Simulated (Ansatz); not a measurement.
System: Si3Ni4.

```
Si Ni
1.0
    -6.02024    0.13543   -0.08190
    -3.14545    3.14406   -4.81832
    -3.00103   -2.89124   -4.73710
Si Ni
6 8
Direct
  0.70150 0.34387 0.79751
  0.13871 0.29150 0.86038
  0.63881 0.79154 0.36027
  0.20143 0.84397 0.29739
  0.11479 0.44800 0.38461
  0.61478 0.94799 0.88461
  0.45053 0.60695 0.04765
  0.87623 0.54067 0.12278
  0.37607 0.04057 0.62295
  0.95055 0.10693 0.54770
  0.85846 0.70029 0.64072
  0.28182 0.64952 0.71684
  0.78164 0.14951 0.21710
  0.35842 0.20034 0.14072
```

Space group P1; a generated structure, not necessarily the stable one; computed without spin polarisation.

The calculation used Ansatz, DFT PBE, scalar-relativistic, plane waves, PAW.

What will maps of the valence pseudo-density and electron localisation function show?

Si–Ni (2.33 Å): ρ at the midpoint is about 0.44 e/Å³; the ELF peaks at about 0.65 in the valence shell of Si, 0.9 Å from its nucleus, and is about 0.40 at the midpoint.
Si–Ni (2.41 Å): ρ at the midpoint is about 0.43 e/Å³; the ELF peaks at about 0.75 in the valence shell of Si, 0.9 Å from its nucleus, and is about 0.50 at the midpoint.

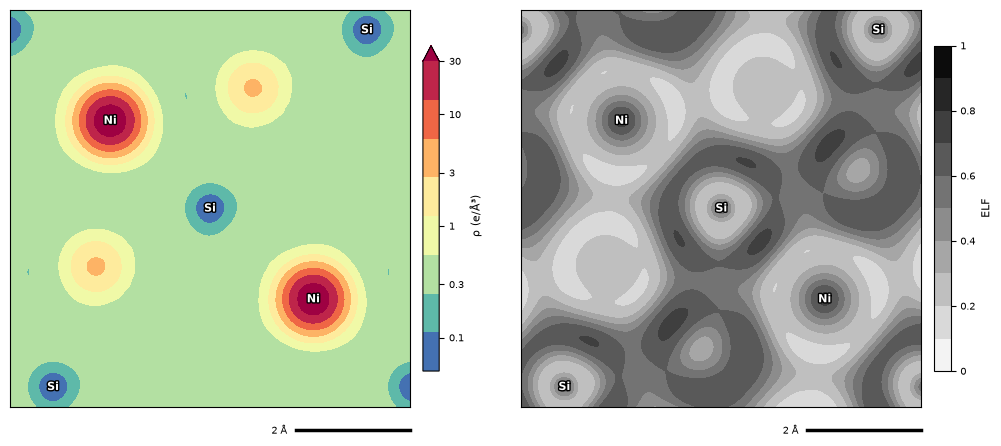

Computed valence pseudo-density and electron localisation function on the (110) plane of the calculation cell, in this order. Atoms just off the plane (Si, 0.6 Å away and Ni, 0.6 Å away) can leave unmarked features too.

In a PAW calculation such maps are meaningful between the atoms, not at the nuclei.
